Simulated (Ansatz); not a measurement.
# Gap against strain: armchair BP nanoribbon (N = 6, H edges)

How it was computed: Ansatz 0.2.0, plane waves with PAW datasets, PBE, Fermi-Dirac smearing of 0.05 eV, no spin-orbit coupling. The period is scaled from its relaxed value of 5.590 Å and the atoms relax, within the symmetry of the start, at each strain ε (in %); gaps, in eV, are read on a band path.

| period (Å) | energy (eV a cell) | place of the conduction minimum (Γ = 0, Z = 1) | ε | gap |
| --- | --- | --- | --- | --- |
| 5.366 | +0.302 | 0.00 | −4 | 1.044 |
| 5.478 | +0.074 | 0.00 | −2 | 1.104 |
| 5.590 | 0.000 | 0.00 | 0 | 1.165 |
| 5.702 | +0.070 | 0.00 | 2 | 1.226 |
| 5.814 | +0.273 | 0.00 | 4 | 1.288 |

One run is withheld: period (Å) = 5.925, with ε = 6. Fit a straight line gap = a + b × ε to the 5 rows shown and predict it.

**Fit.** The means are 0 for ε and 1.165 for gap. The sum of products of deviations is 1.22 and the sum of squares in ε is 40, so b = 1.22 / 40 = 0.03049 and a = 1.165 − (0.03049) × 0 = 1.165. The residuals' standard deviation, with 3 degrees of freedom, is σ = 0.00028.

**Prediction.** gap = 1.165 + (0.03049) × 6 = 1.348. The run gave 1.35, so the prediction less the run is −0.0012. The standard error of a prediction there, σ√(1 + 1/5 + (6 − 0)²/40), is 0.00041, and the miss is 2.8 times that, for a point outside the fitted range. With so few rows σ is itself uncertain.

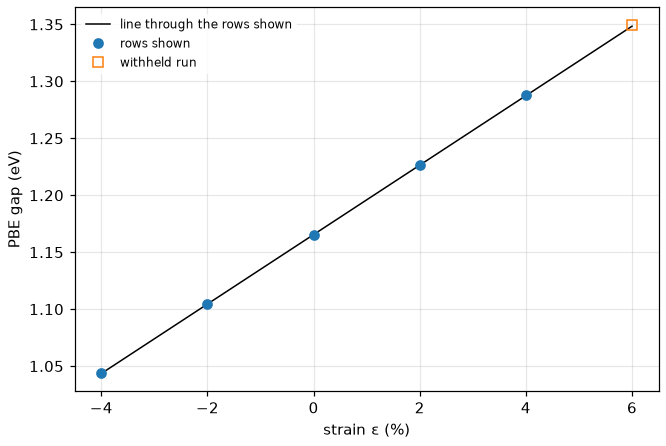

The fitted line, the rows shown and the withheld run.

The gap widens at every step from compression to tension.

**Limits.** Kohn-Sham gaps of a wire among periodic images, which in a check on one flat ribbon (7 Å apart) lowered the gap by 0.2 eV and flattened the slope; the slope b × 100 is a mean deformation potential of the gap, in eV per unit strain. Between neighbouring runs it lies between 3.0 and 3.1 eV. The unstrained row comes from a denser mesh than the others, which shifts its energy a little. Series of this kind are told only where this holds: a gap at every strain (compound wires with polar facets were set aside first). 88 of 101 did.
